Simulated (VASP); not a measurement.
**Run report: BaTiO3, geometry relaxation (part 1 of 3)**

- system: BaTiO3 (5 atoms in the cell)
- method: Kohn-Sham DFT of a periodic cell, PBEsol, VASP PAW PBE potentials, recommended, no spin polarisation (VASP 6.6.1)

The structure derives from an entry of the Crystallography Open Database.

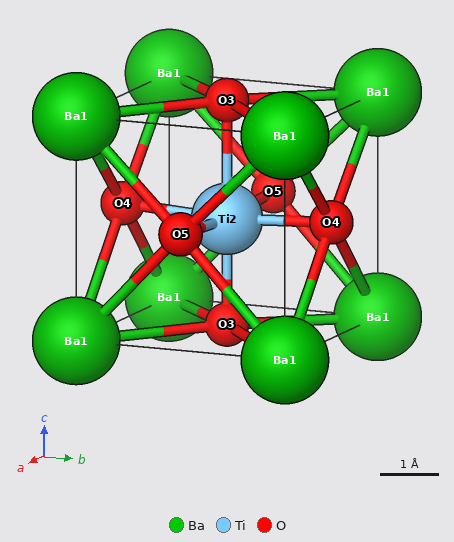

Fig. 1: The structure as given in the input (ball-and-stick view of the cell of the calculation, seen slightly off an axis; atoms are numbered from 1 in the order of the input). An atom can appear more than once, as a periodic image.

Key numbers:

| quantity | value |
| --- | --- |
| outcome | converged |
| space group (tolerance 0.01 Å) | P4mm (99) |
| electrons treated | 40 |
| free energy | −42.0083 eV |
| gap on the k-point mesh | 1.76 eV |
| pressure | 0.02 GPa |
| final volume | 63.97 Å³ |
| largest force (length of the vector) at the end | 0.006 eV/Å |
| final cell | a = 3.966 Å, b = 3.966 Å, c = 4.066 Å, α = 90.00°, β = 90.00°, γ = 90.00° |
| hardware | 2 threads of Intel Xeon (Sapphire Rapids), 128 GiB of memory available, shared host |
| wall time | 6 min (CPU time 11 min) |
| peak memory | 0.3 GiB |

INCAR:
```
SYSTEM = BaTiO3
PREC = Accurate
ENCUT = 600
EDIFF = 1E-6
ISMEAR = 0
SIGMA = 0.03
LREAL = .False.
LASPH = .True.
NELM = 80
ALGO = Normal
ISIF = 3
LWAVE = .False.
LCHARG = .False.
GGA = PS
IBRION = 2
NSW = 90
EDIFFG = -0.01
KPAR = 2
```

KPOINTS:
```
Automatic mesh
0
Gamma
  8 8 8
  0 0 0
```

POSCAR:
```
BaTiO3
1.0
    3.9998000000      0.0000000000      0.0000000000
    0.0000000000      3.9998000000      0.0000000000
    0.0000000000      0.0000000000      4.0180000000
Ba Ti O
1 1 3
Direct
    0.0000000000      0.0000000000      0.0000000000
    0.5000000000      0.5000000000      0.4900000000
    0.5000000000      0.5000000000      0.0190000000
    0.5000000000      0.0000000000      0.5170000000
    0.0000000000      0.5000000000      0.5170000000
```

Launch command:
```bash
cat potpaw_PBE.64/Ba_sv/POTCAR potpaw_PBE.64/Ti_sv/POTCAR potpaw_PBE.64/O/POTCAR > POTCAR
mpirun -np 2 vasp_std > vasp.out
```

OSZICAR:
```
N       E                     dE             d eps       ncg     rms          rms(c)
DAV:   1     0.490031498109E+03    0.49003E+03   -0.23138E+04  3600   0.201E+03
DAV:   2     0.705616661040E+01   -0.48298E+03   -0.47562E+03  4328   0.520E+02
DAV:   3    -0.496744410686E+02   -0.56731E+02   -0.54304E+02  5256   0.159E+02
DAV:   4    -0.521630735468E+02   -0.24886E+01   -0.24873E+01  5216   0.318E+01
DAV:   5    -0.522426911606E+02   -0.79618E-01   -0.79612E-01  5040   0.430E+00    0.227E+01
DAV:   6    -0.421802489021E+02    0.10062E+02   -0.69791E+01  5592   0.763E+01    0.100E+01
DAV:   7    -0.421609995818E+02    0.19249E-01   -0.11308E+01  4600   0.244E+01    0.650E+00
DAV:   8    -0.419934770513E+02    0.16752E+00   -0.12733E+00  4776   0.111E+01    0.242E+00
DAV:   9    -0.420052320560E+02   -0.11755E-01   -0.20178E-01  4512   0.317E+00    0.107E+00
DAV:  10    -0.419964429626E+02    0.87891E-02   -0.87292E-02  4880   0.266E+00    0.522E-01
DAV:  11    -0.419937526120E+02    0.26904E-02   -0.24701E-02  5256   0.117E+00    0.132E-01
DAV:  12    -0.419934879371E+02    0.26467E-03   -0.31988E-03  4336   0.534E-01    0.579E-02
DAV:  13    -0.419934792105E+02    0.87266E-05   -0.13153E-04  5000   0.994E-02    0.279E-02
DAV:  14    -0.419934714737E+02    0.77368E-05   -0.31706E-05  4944   0.342E-02    0.128E-02
DAV:  15    -0.419934712621E+02    0.21156E-06   -0.80354E-07  2392   0.736E-03
   1 F= -.41993471E+02 E0= -.41993471E+02  d E =-.419935E+02
       N       E                     dE             d eps       ncg     rms          rms(c)
DAV:   1    -0.421461255073E+02   -0.15265E+00   -0.70286E+00  4072   0.276E+01    0.343E+00
DAV:   2    -0.420173396524E+02    0.12879E+00   -0.56245E-01  4400   0.693E+00    0.132E+00
DAV:   3    -0.419932888566E+02    0.24051E-01   -0.16948E-01  4216   0.279E+00    0.274E-01
DAV:   4    -0.419946095350E+02   -0.13207E-02   -0.29924E-02  4544   0.949E-01    0.250E-01
DAV:   5    -0.419949997349E+02   -0.39020E-03   -0.22394E-03  5336   0.383E-01    0.164E-01
DAV:   6    -0.419962699696E+02   -0.12702E-02   -0.23429E-03  5248   0.272E-01    0.966E-02
DAV:   7    -0.419965632609E+02   -0.29329E-03   -0.82600E-04  5776   0.194E-01    0.136E-02
DAV:   8    -0.419965713996E+02   -0.81387E-05   -0.39610E-05  4632   0.400E-02    0.687E-03
DAV:   9    -0.419965746611E+02   -0.32615E-05   -0.67896E-06  4920   0.158E-02    0.212E-03
DAV:  10    -0.419965746379E+02    0.23148E-07   -0.77363E-07  2240   0.665E-03
   2 F= -.41996575E+02 E0= -.41996575E+02  d E =-.310338E-02
       N       E                     dE             d eps       ncg     rms          rms(c)
DAV:   1    -0.420307544492E+02   -0.34180E-01   -0.13534E+00  4152   0.122E+01    0.150E+00
DAV:   2    -0.420061402123E+02    0.24614E-01   -0.10997E-01  4424   0.309E+00    0.575E-01
DAV:   3    -0.420016592143E+02    0.44810E-02   -0.34457E-02  4016   0.118E+00    0.153E-01
DAV:   4    -0.420016650056E+02   -0.57913E-05   -0.61905E-03  5008   0.461E-01    0.114E-01
DAV:   5    -0.420017991798E+02   -0.13417E-03   -0.49613E-04  5536   0.193E-01    0.746E-02
DAV:   6    -0.420020193831E+02   -0.22020E-03   -0.44253E-04  5544   0.113E-01    0.464E-02
DAV:   7    -0.420020715864E+02   -0.52203E-04   -0.10970E-04  5656   0.677E-02    0.137E-02
DAV:   8    -0.420020740579E+02   -0.24715E-05   -0.10456E-05  4856   0.218E-02    0.412E-03
DAV:   9    -0.420020738478E+02    0.21004E-06   -0.15020E-06  3440   0.810E-03
   3 F= -.42002074E+02 E0= -.42002074E+02  d E =-.860259E-02
       N       E                     dE             d eps       ncg     rms          rms(c)
DAV:   1    -0.420049159720E+02   -0.28419E-02   -0.75218E-01  3600   0.822E+00    0.399E-01
DAV:   2    -0.420057650010E+02   -0.84903E-03   -0.41187E-02  3848   0.156E+00    0.230E-01
DAV:   3    -0.420050125485E+02    0.75245E-03   -0.44578E-03  5048   0.479E-01    0.117E-01
DAV:   4    -0.420047363531E+02    0.27620E-03   -0.10778E-03  5608   0.306E-01    0.579E-02
DAV:   5    -0.420047214477E+02    0.14905E-04   -0.14663E-04  4832   0.107E-01    0.242E-02
DAV:   6    -0.420047200296E+02    0.14181E-05   -0.19969E-05  5464   0.353E-02    0.110E-02
DAV:   7    -0.420047197476E+02    0.28202E-06   -0.35406E-06  4144   0.162E-02
   4 F= -.42004720E+02 E0= -.42004720E+02  d E =-.264590E-02
       N       E                     dE             d eps       ncg     rms          rms(c)
DAV:   1    -0.420069313519E+02   -0.22113E-02   -0.35832E+00  3600   0.179E+01    0.862E-01
DAV:   2    -0.420110370431E+02   -0.41057E-02   -0.19884E-01  3864   0.344E+00    0.516E-01
DAV:   3    -0.420074448431E+02    0.35922E-02   -0.21436E-02  4824   0.105E+00    0.264E-01
DAV:   4    -0.420060022072E+02    0.14426E-02   -0.51550E-03  5552   0.686E-01    0.127E-01
DAV:   5    -0.420059409965E+02    0.61211E-04   -0.75144E-04  4840   0.232E-01    0.560E-02
DAV:   6    -0.420059364217E+02    0.45748E-05   -0.91890E-05  5456   0.736E-02    0.240E-02
DAV:   7    -0.420059377077E+02   -0.12861E-05   -0.13925E-05  4448   0.315E-02    0.684E-03
DAV:   8    -0.420059375029E+02    0.20485E-06   -0.17577E-06  3192   0.120E-02
   5 F= -.42005938E+02 E0= -.42005938E+02  d E =-.386366E-02
       N       E                     dE             d eps       ncg     rms          rms(c)
DAV:   1    -0.420062970043E+02   -0.35930E-03   -0.28722E-01  3600   0.509E+00    0.245E-01
DAV:   2    -0.420065963608E+02   -0.29936E-03   -0.15703E-02  3896   0.963E-01    0.144E-01
DAV:   3    -0.420063091303E+02    0.28723E-03   -0.16576E-03  5176   0.293E-01    0.715E-02
DAV:   4    -0.420062094246E+02    0.99706E-04   -0.39941E-04  5584   0.185E-01    0.371E-02
DAV:   5    -0.420062048194E+02    0.46052E-05   -0.56811E-05  4880   0.679E-02    0.148E-02
DAV:   6    -0.420062056222E+02   -0.80284E-06   -0.74778E-06  5168   0.214E-02
   6 F= -.42006206E+02 E0= -.42006206E+02  d E =-.413177E-02
       N       E                     dE             d eps       ncg     rms          rms(c)
DAV:   1    -0.420059569180E+02    0.24790E-03   -0.30476E-01  4240   0.801E+00    0.315E-01
DAV:   2    -0.420074626399E+02   -0.15057E-02   -0.36748E-02  3664   0.144E+00    0.159E-01
DAV:   3    -0.420072139072E+02    0.24873E-03   -0.28141E-03  5160   0.382E-01    0.742E-02
DAV:   4    -0.420071277755E+02    0.86132E-04   -0.56668E-04  5568   0.213E-01    0.467E-02
DAV:   5    -0.420071218483E+02    0.59272E-05   -0.77414E-05  5072   0.743E-02    0.232E-02
DAV:   6    -0.420071240638E+02   -0.22155E-05   -0.20662E-05  5928   0.277E-02    0.121E-02
DAV:   7    -0.420071243115E+02   -0.24770E-06   -0.28946E-06  4192   0.139E-02
   7 F= -.42007124E+02 E0= -.42007124E+02  d E =-.918689E-03
       N       E                     dE             d eps       ncg     rms          rms(c)
DAV:   1    -0.420048347358E+02    0.22893E-02   -0.73557E-01  4240   0.124E+01    0.487E-01
DAV:   2    -0.420084045999E+02   -0.35699E-02   -0.88465E-02  3640   0.224E+00    0.250E-01
DAV:   3    -0.420078082429E+02    0.59636E-03   -0.68313E-03  5192   0.595E-01    0.116E-01
DAV:   4    -0.420076002813E+02    0.20796E-03   -0.13760E-03  5576   0.332E-01    0.737E-02
DAV:   5    -0.420075879152E+02    0.12366E-04   -0.19170E-04  5120   0.116E-01    0.370E-02
DAV:   6    -0.420075950547E+02   -0.71394E-05   -0.50403E-05  5960   0.432E-02    0.192E-02
DAV:   7    -0.420075966833E+02   -0.16286E-05   -0.74522E-06  4760   0.219E-02    0.564E-03
DAV:   8    -0.420075964986E+02    0.18476E-06   -0.15604E-06  3296   0.901E-03
   8 F= -.42007596E+02 E0= -.42007596E+02  d E =-.139088E-02
       N       E                     dE             d eps       ncg     rms          rms(c)
DAV:   1    -0.420074575914E+02    0.13909E-03   -0.25288E-01  4208   0.629E+00    0.297E-01
DAV:   2    -0.420081949058E+02   -0.73731E-03   -0.21471E-02  3712   0.111E+00    0.154E-01
DAV:   3    -0.420079595410E+02    0.23536E-03   -0.18514E-03  5448   0.314E-01    0.464E-02
DAV:   4    -0.420079490361E+02    0.10505E-04   -0.18413E-04  5312   0.923E-02    0.273E-02
DAV:   5    -0.420079504595E+02   -0.14234E-05   -0.34671E-05  5728   0.488E-02    0.168E-02
DAV:   6    -0.420079545476E+02   -0.40881E-05   -0.15451E-05  5920   0.286E-02    0.959E-03
DAV:   7    -0.420079554540E+02   -0.90643E-06   -0.29736E-06  3400   0.152E-02
   9 F= -.42007955E+02 E0= -.42007955E+02  d E =-.358955E-03
       N       E                     dE             d eps       ncg     rms          rms(c)
DAV:   1    -0.420079557614E+02   -0.12138E-05   -0.32649E-06  3360   0.225E-02    0.108E-03
DAV:   2    -0.420079557713E+02   -0.99517E-08   -0.36643E-07  1872   0.534E-03
  10 F= -.42007956E+02 E0= -.42007956E+02  d E =-.359273E-03
       N       E                     dE             d eps       ncg     rms          rms(c)
DAV:   1    -0.420082100701E+02   -0.25431E-03   -0.43544E-02  4304   0.217E+00    0.103E-01
DAV:   2    -0.420082778814E+02   -0.67811E-04   -0.23936E-03  3712   0.381E-01    0.583E-02
DAV:   3    -0.420082084646E+02    0.69417E-04   -0.20000E-04  4920   0.119E-01    0.169E-02
DAV:   4    -0.420082042760E+02    0.41885E-05   -0.26917E-05  4704   0.399E-02    0.567E-03
DAV:   5    -0.420082040349E+02    0.24114E-06   -0.18386E-06  3488   0.107E-02
  11 F= -.42008204E+02 E0= -.42008204E+02  d E =-.248264E-03
       N       E                     dE             d eps       ncg     rms          rms(c)
DAV:   1    -0.420082638171E+02   -0.59541E-04   -0.27969E-02  4312   0.174E+00    0.827E-02
DAV:   2    -0.420083078341E+02   -0.44017E-04   -0.15373E-03  3712   0.305E-01    0.465E-02
DAV:   3    -0.420082634481E+02    0.44386E-04   -0.12665E-04  4920   0.945E-02    0.135E-02
DAV:   4    -0.420082607549E+02    0.26932E-05   -0.17069E-05  4816   0.313E-02    0.477E-03
DAV:   5    -0.420082605577E+02    0.19722E-06   -0.99854E-07  2832   0.874E-03
  12 F= -.42008261E+02 E0= -.42008261E+02  d E =-.304786E-03
       N       E                     dE             d eps       ncg     rms          rms(c)
DAV:   1    -0.420083339905E+02   -0.73236E-04   -0.22174E-02  3600   0.103E+00    0.495E-02
DAV:   2    -0.420083373804E+02   -0.33899E-05   -0.52890E-04  4120   0.188E-01    0.304E-02
DAV:   3    -0.420083266001E+02    0.10780E-04   -0.56918E-05  4992   0.527E-02    0.151E-02
DAV:   4    -0.420083230869E+02    0.35132E-05   -0.15580E-05  5792   0.361E-02    0.798E-03
DAV:   5    -0.420083226555E+02    0.43138E-06   -0.25652E-06  3360   0.150E-02
  13 F= -.42008323E+02 E0= -.42008323E+02  d E =-.620978E-04
```

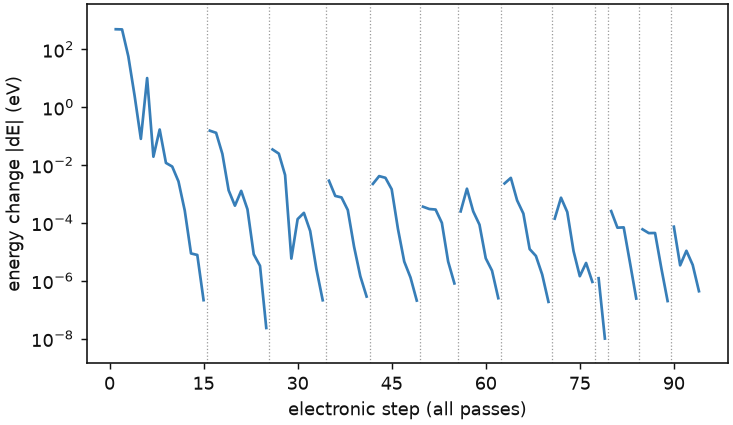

Fig. 2: Convergence of the self-consistent field: energy change |dE| against the electronic step. Each stretch between dotted lines is the SCF of one geometry step of a relaxation. The 13 ionic steps take 2 to 15 electronic steps each. The density is held fixed in the first few steps, and dE rises again when its update begins.

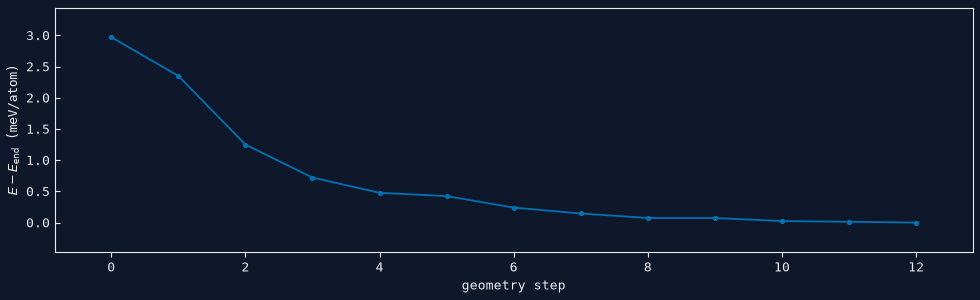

Fig. 3: Progress of the relaxation, step by step (steps are counted from 0).

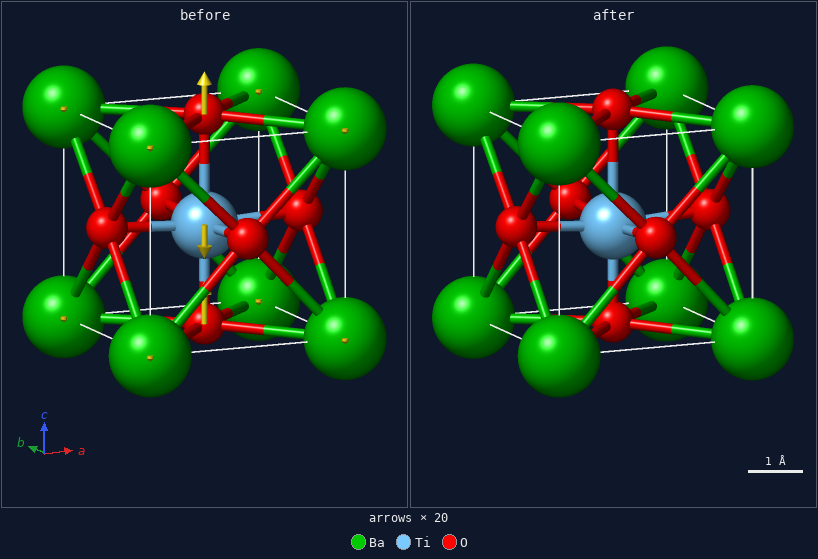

Fig. 4: Before (left) and after (right) the relaxation, at one scale (ball-and-stick view of the cell of the calculation, seen slightly off an axis). The yellow arrows give the displacements (without the part carried along by the change of the cell), magnified 20 times. The largest move relative to the cell is that of O3, 0.041 Å. By element the largest moves are O 0.041 Å, Ti 0.033 Å, Ba 0.006 Å. Cell: a = b 4.000 → 3.966 Å (−0.8 %), c 4.018 → 4.066 Å (+1.2 %). Volume −0.5 %. Distances before and after: Ti2–O3 2.126 → 2.224 Å, Ba1–O3 2.829 → 2.807 Å, Ti2–O4 2.003 → 1.988 Å, Ba1–O4 2.884 → 2.893 Å. The space group stays P4mm (No. 99). Over 12 geometry steps the energy falls by 3.0 meV per atom. Largest force component: 0.33 eV/Å at the start, 0.0058 eV/Å at the end. (Atoms are counted from 1 in the order of the input.)

Parts of OUTCAR:
```
SYSTEM = BaTiO3
   PREC = Accurate
   ENCUT = 600
   EDIFF = 1E-6
   ISMEAR = 0
   LREAL = .False.
   LASPH = .True.
   NELM = 80
   ISIF = 3
   GGA = PS
   IBRION = 2
   NSW = 90
   EDIFFG = -0.01

 ion  position               nearest neighbor table
   1  0.000  0.000  0.000-   4 2.79   5 2.79   5 2.79   4 2.79   3 2.83   3 2.83   3 2.83   3 2.83
                             4 2.88   5 2.88   5 2.88   4 2.88   2 3.45   2 3.45   2 3.45   2 3.45
   2  0.500  0.500  0.490-   3 1.89   4 2.00   5 2.00   4 2.00   5 2.00   3 2.13   1 3.45   1 3.45
                             1 3.45   1 3.45   1 3.49   1 3.49   1 3.49   1 3.49
   3  0.500  0.500  0.019-   2 1.89   2 2.13   1 2.83   1 2.83   1 2.83   1 2.83
   4  0.500  0.000  0.517-   2 2.00   2 2.00   1 2.79   1 2.79   1 2.88   1 2.88
   5  0.000  0.500  0.517-   2 2.00   2 2.00   1 2.79   1 2.79   1 2.88   1 2.88

  LATTYP: Found a simple tetragonal cell.
 ALAT       =     3.9998000000
 C/A-ratio  =     1.0045502275

  Lattice vectors:

 A1 = (   3.9998000000,   0.0000000000,   0.0000000000)
 A2 = (   0.0000000000,   3.9998000000,   0.0000000000)
 A3 = (   0.0000000000,   0.0000000000,   4.0180000000)

Analysis of symmetry for initial positions (statically):
=====================================================================
 Subroutine PRICEL returns:
 Original cell was already a primitive cell.

 Routine SETGRP: Setting up the symmetry group for a
 simple tetragonal supercell.

 Subroutine GETGRP returns: Found  8 space group operations
 (whereof  8 operations were pure point group operations)
 out of a pool of 16 trial point group operations.

The static configuration has the point symmetry C_4v.

Analysis of symmetry for dynamics (positions and initial velocities):
=====================================================================
 Subroutine PRICEL returns:
 Original cell was already a primitive cell.

 Routine SETGRP: Setting up the symmetry group for a
 simple tetragonal supercell.

 Subroutine GETGRP returns: Found  8 space group operations
 (whereof  8 operations were pure point group operations)
 out of a pool of 16 trial point group operations.

The dynamic configuration has the point symmetry C_4v.

 Subroutine INISYM returns: Found  8 space group operations
 (whereof  8 operations are pure point group operations),
 and found     1 'primitive' translations

----------------------------------------------------------------------------------------

                                     Primitive cell

  volume of cell :      64.2816
```
